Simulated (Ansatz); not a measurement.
System: Ti$_{4}$O$_{3}$.

Input file:

```
crystal:
  lattice:
    - [-2.4365179758, 2.128896403, 4.2612882009]
    - [1.8212748302, -2.128896403, 3.9419537405]
    - [2.4365179758, 2.128896403, -4.2612882009]
  atoms:
    - { symbol: Ti, position: [0.0, 0.5, 0.5] }
    - { symbol: Ti, position: [0.2706188945, 0.2706188945, 0.0] }
    - { symbol: Ti, position: [0.5, 0.0, 0.5] }
    - { symbol: Ti, position: [0.7293811055, 0.7293811055, 0.0] }
    - { symbol: O, position: [0.75, 0.25, 0.5] }
    - { symbol: O, position: [0.0, 0.0, 0.0] }
    - { symbol: O, position: [0.25, 0.75, 0.5] }
basis:
  ecutwfc: 500
kpoints:
  mp_grid: { grid: [14, 14, 14] }
hamiltonian:
  xc: r2scan
scf:
  occupations: { method: gaussian, width: 0.15 }
output:
  forces: true
  stress: true
  eigenvalues: true
  write_density: true
  write_potential: true
  elf: true
  volumetric_format: npy
```

Run with:

```sh
ansatz run input.yaml --threads 2 --pin off --max-ram 5120MiB --backend cpu --events-out ev --progress --plain --runs-dir out
```

Below, planes, directions and counts refer to the conventional cell (a = 8.68 Å, b = 4.26 Å, c = 4.27 Å, α = 90.00°, β = 110.51°, γ = 90.00°).

Space group C2/m; a structure from a database of computed crystals, not necessarily the ambient phase; changed on purpose from its base cell (strain -0.1500 x Voigt [0, 0, 0, 0, 1, 0], atoms carried along); not relaxed (largest force 0.4 eV/Å); computed without spin polarisation.

The calculation used DFT r2SCAN, scalar-relativistic, plane waves, PAW in Ansatz.

### Predict the valence pseudo-density and electron localisation function between the atoms.

Ti–O (2.06 Å): ρ is about 0.49 e/Å³ halfway; the ELF peaks at about 0.85 in the valence shell of O, 0.6 Å from its nucleus, and is about 0.10 at the midpoint: no localised pair shows between them.
Ti–Ti (2.63 Å): ρ is about 0.31 e/Å³ halfway; the ELF is about 0.30 at the midpoint.
Ti–O (2.12 Å): ρ is about 0.42 e/Å³ halfway; the ELF peaks at about 0.80 in the valence shell of O, 0.6 Å from its nucleus, and is about 0.10 at the midpoint: no localised pair shows between them.
Ti–O (2.17 Å): ρ at the midpoint is about 0.37 e/Å³; the ELF peaks at about 0.80 in the valence shell of O, 0.6 Å from its nucleus, and is about 0.10 at the midpoint: no localised pair shows between them.

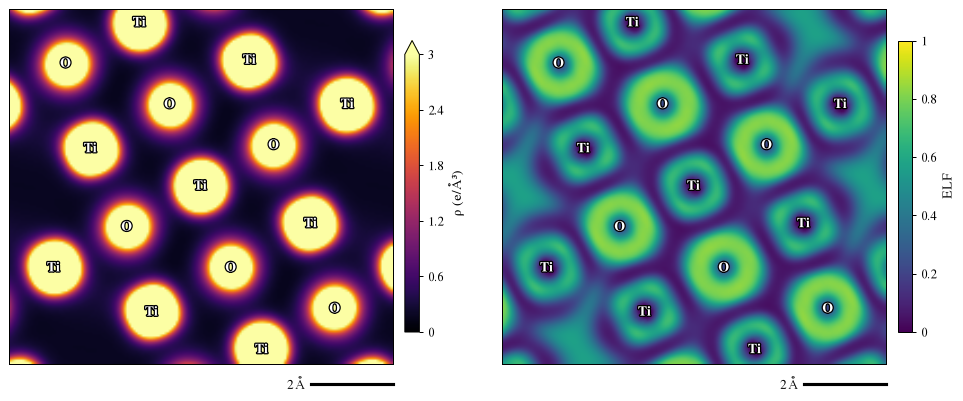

Computed valence pseudo-density and electron localisation function on the (010) plane of the conventional cell, in this order. 

The density is the valence pseudo-density of a PAW calculation; it isn't the true density close to the nuclei.
